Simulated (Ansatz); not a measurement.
## A series of single points on Zr

System: Zr (Im-3m, 1 atom in the cell).
Method: DFT, BLYP, plane waves (420 eV) with PAW, scalar-relativistic, no spin polarisation (Ansatz 0.2.0).

The 6 runs differ only in the geometry, by an even scaling of the cell at fixed fractional positions.

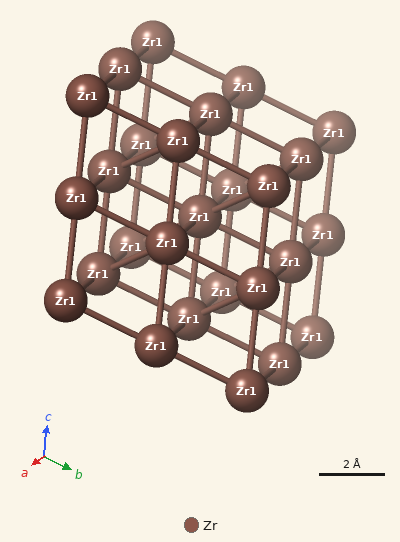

Figure 1. The structure of run 4 (ball-and-stick view of the cell of the calculation, repeated 2 × 2 × 2, seen slightly off an axis; atoms are numbered from 1 in the order of the input).

### Input of run 4
```yaml
crystal:
  lattice:
    - [-1.8344078557, 1.8344078557, 1.8344078557]
    - [1.8344078557, -1.8344078557, 1.8344078557]
    - [1.8344078557, 1.8344078557, -1.8344078557]
  atoms:
    - { symbol: Zr, position: [0.0, 0.0, 0.0] }
hamiltonian:
  xc: blyp
  pseudopotentials:
    kind: paw
    azcp:
      Zr: "pseudopotentials/Zr.paw.azcp"
basis:
  ecutwfc: 420
  fft_grid_basis: typed
kpoints:
  mp_grid: { grid: [14, 14, 14], shift: [0, 0, 0] }
magnetization:
  spin_polarized: false
scf:
  occupations: { method: fermi_dirac, width: 0.1 }
  lower_state_search: "off"
output:
  stress: true
```

Run 2 differs from it as follows:
```diff
-    - [-1.8344078557, 1.8344078557, 1.8344078557]
-    - [1.8344078557, -1.8344078557, 1.8344078557]
-    - [1.8344078557, 1.8344078557, -1.8344078557]
+    - [-1.7609515111, 1.7609515111, 1.7609515111]
+    - [1.7609515111, -1.7609515111, 1.7609515111]
+    - [1.7609515111, 1.7609515111, -1.7609515111]
```

### Results, with one run withheld

```tsv
run	volume per atom (Å³)	free energy per atom, from the lowest run given (meV)	pressure (GPa)
1	20.893	103.01	12.88
2	21.842	?	?
3	23.742	0.00	−0.13
4	24.692	9.92	−3.14
5	25.641	36.22	−5.67
6	26.591	76.28	−7.79
```

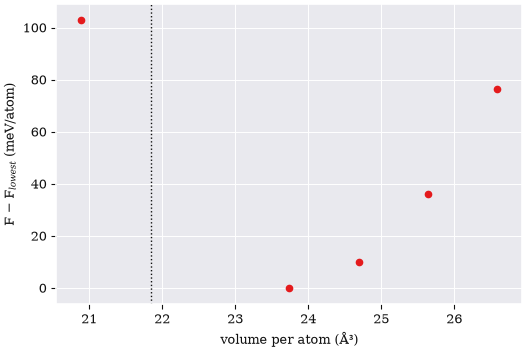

Figure 2. Free energy per atom of the runs given; the dotted line marks run 2.

Estimate the energy of run 2 from the others.

A cubic polynomial in V^(−2/3) (the Birch–Murnaghan form), fitted to the 5 runs given, misses them by at most 0.01 meV per atom. With x = V^(−2/3) − 0.11961 Å⁻², it reads F = 2.2949 − 2952.6 x + 9.4614e+05 x² − 2.4135e+06 x³ (meV per atom). At run 2 it gives 42.44 meV per atom, and the run itself gives 42.37. The slope of the fit gives a pressure −dF/dV of 7.75 GPa there, and the run prints 7.74 GPa. The fit has its minimum at 23.706 Å³ per atom, where V d²F/dV² gives 82.5 GPa: the bulk modulus at this level, since symmetry fixes the shape and the positions.

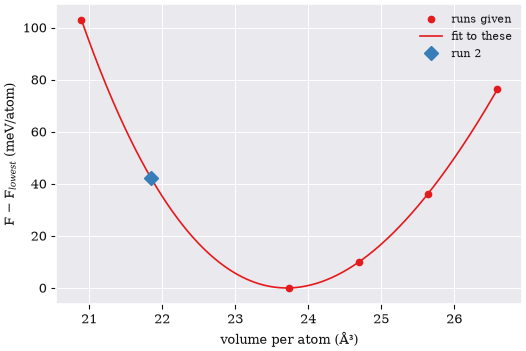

Figure 3. The fit and the withheld run.

### Output, shortened to warnings, some set-up lines, iterations and results (run 2)
```
Basis set: ecut = 420 eV, 429 PW (Γ), exchange–correlation on 48×48×48 points (8 copies of the dense FFT grid, shifted against one another)
Symmetry: 48 space group operations
k-points: 104 of 2744
Initial density: superposition of atomic densities (neutral atoms: chi_scale 0, normalization atom), corrected by the library's trained network
[...]
SCF iter   1: F=—  HF=-4196.405539 eV  |F-HF|=—  |Δ(HF+E_count)|=         —  Δρ=7.79e-3  dr2=1.72e-2  ethr=1.77e-3  ⟨swp⟩=5.0  Hψ=5883  notcnv=0
SCF iter   2: F=—  HF=-4196.401244 eV  |F-HF|=—  |Δ(HF+E_count)|=   4.29e-3  Δρ=2.68e-3  dr2=1.11e-3  ethr=1.43e-4  ⟨swp⟩=2.8  Hψ=2428  notcnv=0
SCF iter   3: F=—  HF=-4196.401743 eV  |F-HF|=—  |Δ(HF+E_count)|=   4.99e-4  Δρ=9.88e-4  dr2=1.15e-4  ethr=9.24e-6  ⟨swp⟩=2.1  Hψ=1468  notcnv=0
SCF iter   4: F=—  HF=-4196.401857 eV  |F-HF|=—  |Δ(HF+E_count)|=   1.13e-4  Δρ=5.67e-5  dr2=2.13e-7  ethr=9.61e-7  ⟨swp⟩=2.2  Hψ=1374  notcnv=0
SCF iter   5: F=—  HF=-4196.401857 eV  |F-HF|=—  |Δ(HF+E_count)|=   3.75e-7  Δρ=8.83e-6  dr2=5.57e-9  ethr=1.77e-9  ⟨swp⟩=2.0  Hψ=1682  notcnv=0
SCF iter   6: F=-4196.401857 eV  HF=-4196.401857 eV  |F-HF|=2.16e-10  |Δ(HF+E_count)|=   1.53e-8  Δρ=1.21e-6  dr2=5.73e-11  ethr=4.64e-11  ⟨swp⟩=1.9  Hψ=3412  notcnv=0
SCF 1 converged in 6 iterations: F = -4196.401857 eV  dr2 = 5.73e-11
SCF converged after 6 iterations
Free energy (F): -4196.401857 eV
Harris-Foulkes:  -4196.401857 eV  (|F-HF|=2.16e-10)
Internal energy: -4196.347271 eV  (E = F + TS)
E sigma→0 (E₀):  -4196.374564 eV
Entropy (-TS):   -0.054586 eV (-54.586 meV/atom)
Fermi energy:    15.289523 eV
--- Per-component energies (eV) ---
  E_band       = -77.240285
  E_kinetic    = 335.550534
  E_local      = -600.136795  (includes V_loc(G=0)·N_el)
  E_nonlocal   = 81.707700
  E_hartree    = 187.257982
  E_xc         = -159.395673
  E_vxc        = -187.992907  (∫ρ·V_xc dr)
  E_paw        = -2970.097849  (= ΣΔE_a)
  E_vpaw       = -80.884762  (= ΣTr[D̂ρ^β])
  E_aug_tail   = 0.000027  (compensation charges beyond the density's cutoff)
  E_ewald      = -1071.314094
  E_core_change = 0.080898  (= ΣΔE_core)
  E_smearing   = -0.054586  (= −TS)
  E_closure    = 0.000000  (closes the sum)
  Σ components = -4196.401857   (vs F -4196.401857, Δ=0.00e0)
--- Stress (GPa, compression-positive) ---
        7.738727       0.000000      -0.000000
        0.000000       7.738727      -0.000000
        0.000000      -0.000000       7.738727
  P = ⅓ Tr σ = 7.7387 GPa (77.387 kbar)
```
